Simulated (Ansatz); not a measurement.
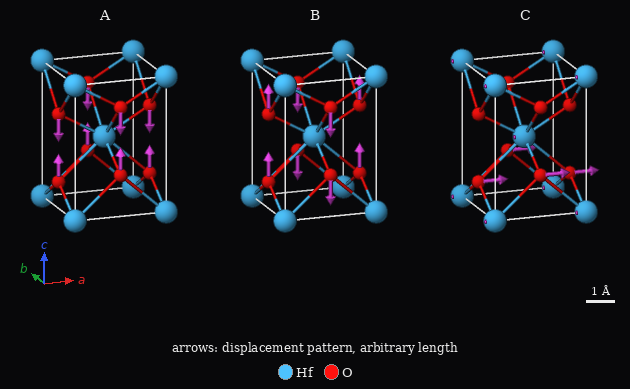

Three optical modes of crystalline HfO2 at the zone centre, in no order (one member of each degenerate set). The pink arrows give the relative displacements of the atoms. Style: ball-and-stick. Shown: the cell of the calculation, slightly off an axis.

These are results of Ansatz, DFT r2SCAN, scalar-relativistic, plane waves, PAW, not measurements. Set-up: plane-wave cutoff 500 eV; k-point mesh 6 × 6 × 6; occupations gaussian; smearing width 0.05 eV; no spin polarisation.

Frequencies are those without the non-analytic (LO–TO) term.

Question: Order them from the lowest to the highest frequency (imaginary ones first).

Answer: C (60 cm⁻¹), B (314 cm⁻¹), A (662 cm⁻¹). C, E_u: All motion is along a; the kinetic energy is shared as O 92 %, Hf 8 %. B, A₁g: The Hf atoms stay at rest; all motion is along c; atoms of one kind move against one another, with no net shift of their sublattice. A, B₂u: The Hf atoms stay at rest; all motion is along c; atoms of one kind move against one another, with no net shift of their sublattice.
